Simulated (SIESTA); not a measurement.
# A series of single points on PbO2

System: PbO2 (Fm-3m, 3 atoms in the cell).
Method: Kohn-Sham DFT of a periodic cell, PBEsol, PseudoDojo 0.4 standard, converted to PSML, no spin polarisation (SIESTA 5.4.2).

The 7 runs differ only in the geometry, by an even scaling of the cell at fixed fractional positions. The structure derives from a Materials Project entry.

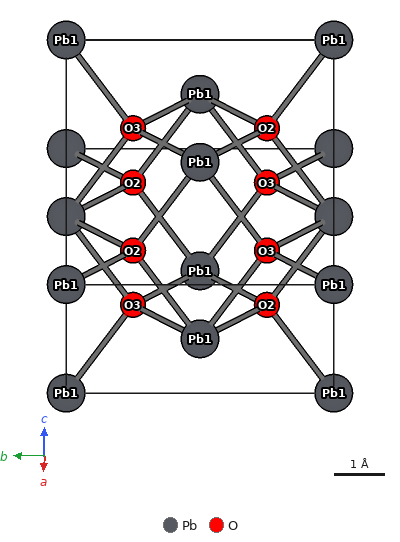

Figure 1. The structure of run 4 (ball-and-stick view of the cell 4 times as large as that of the calculation, set on its symmetry axes, seen at an oblique angle; atoms are numbered from 1 in the order of the input). An atom can appear more than once, as a periodic image.

### Input of run 4
```
SystemName                      PbO2
SystemLabel                     PbO2
NumberOfSpecies                 2
NumberOfAtoms                   3
%block ChemicalSpeciesLabel
  1  82 Pb
  2   8 O
%endblock ChemicalSpeciesLabel

LatticeConstant                 1.0 Ang
%block LatticeVectors
     0.0000000000     2.7019920000     2.7019920000
     2.7019920000     0.0000000000     2.7019920000
     2.7019920000     2.7019920000     0.0000000000
%endblock LatticeVectors
AtomicCoordinatesFormat         Fractional
%block AtomicCoordinatesAndAtomicSpecies
     0.0000000000     0.0000000000     0.0000000000  1  Pb
     0.7500000000     0.7500000000     0.7500000000  2  O
     0.2500000000     0.2500000000     0.2500000000  2  O
%endblock AtomicCoordinatesAndAtomicSpecies

%block kgrid.MonkhorstPack
    9   0   0  0.0
    0   9   0  0.0
    0   0   9  0.0
%endblock kgrid.MonkhorstPack
XC.Functional                   GGA
XC.Authors                      PBEsol
PAO.BasisSize                   DZP
PAO.EnergyShift                 0.003 Ry
Mesh.Cutoff                     800 Ry
OccupationFunction              FD
ElectronicTemperature           0.05 eV
MaxSCFIterations                120
SCF.MustConverge                false
SCF.Mixer.Method                Pulay
SCF.Mixer.Weight                0.25
SCF.Mixer.History               8
SCF.DM.Tolerance                5.0e-05
SCF.H.Tolerance                 1.0e-03 eV
WriteForces                     true
Charge.Mulliken                 end
%block PAO.Basis
  Pb 4
  n=6 0 2
    6.155 0.000
  n=6 1 2
    8.826 0.000
  n=5 2 2
    4.164 0.000
  n=6 2 1
    8.826
%endblock PAO.Basis
```

Command:
```bash
siesta < PbO2.fdf > PbO2.out 2>&1
```

Lattice vectors (Å) and fractional positions of run 4:
```
   0.000000    2.701992    2.701992
   2.701992    0.000000    2.701992
   2.701992    2.701992    0.000000
Pb  0.000000  0.000000  0.000000
O   0.750000  0.750000  0.750000
O   0.250000  0.250000  0.250000
```

Run 5 differs from it as follows:
```diff
-     0.0000000000     2.7019920000     2.7019920000
-     2.7019920000     0.0000000000     2.7019920000
-     2.7019920000     2.7019920000     0.0000000000
+     0.0000000000     2.7198865082     2.7198865082
+     2.7198865082     0.0000000000     2.7198865082
+     2.7198865082     2.7198865082     0.0000000000
```

### Results, with one run withheld

```tsv
run	volume per atom (Å³)	free energy per atom, from the lowest run given (meV)	pressure (GPa)
1	12.362	17.77	9.18
2	12.625	5.98	5.25
3	12.888	0.36	1.73
4	13.151	0.00	−1.24
5	13.414	?	?
6	13.677	12.84	−6.27
7	13.940	24.90	−8.43
```

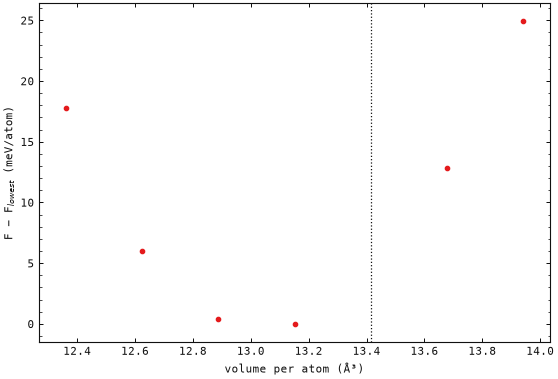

Figure 2. Free energy per atom of the runs given; the dotted line marks run 5.

What should run 5 give?

A cubic polynomial in V^(−2/3) (the Birch–Murnaghan form), fitted to the 6 runs given, misses them by at most 0.03 meV per atom. With x = V^(−2/3) − 0.18006 Å⁻², it reads F = −0.36148 − 408.48 x + 4.1777e+05 x² + 1.7863e+06 x³ (meV per atom). At run 5 it gives 4.37 meV per atom, and the run itself gives 4.38. The slope of the fit gives a pressure −dF/dV of −3.96 GPa there, and the run prints −3.99 GPa. The fit has its minimum at 13.035 Å³ per atom, where V d²F/dV² gives 150 GPa: the bulk modulus at this level, since symmetry fixes the shape and the positions.

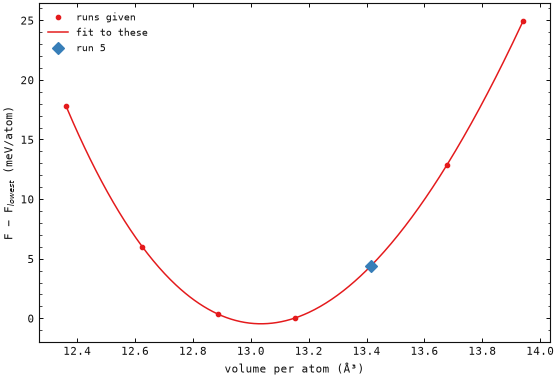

Figure 3. The fit and the withheld run.

### Some lines of the output (run 5)
```
[...]
outcell: Cell volume (Ang**3)        :     40.2423
stepf: Fermi-Dirac step function
siesta: Etot    =     -2802.290676
siesta: FreeEng =     -2802.291480
        iscf     Eharris(eV)        E_KS(eV)     FreeEng(eV)     dDmax    Ef(eV) dHmax(eV)
siesta: E_KS(eV) =            -2806.3859
siesta: E_KS - E_eggbox =     -2806.3859
siesta: Etot    =     -2806.385939
siesta: FreeEng =     -2806.392234
siesta:         Fermi =      -6.686288
siesta: Cell volume =         40.242258 Ang**3
    Orbital volume contribution        =           2.104486 eV
```

Notes: Points of doubt noted for this run: mulliken charges of long orbitals. Spin–orbit coupling is left out, which matters for Pb. With a small basis of atomic orbitals these values can differ much from converged plane-wave results.
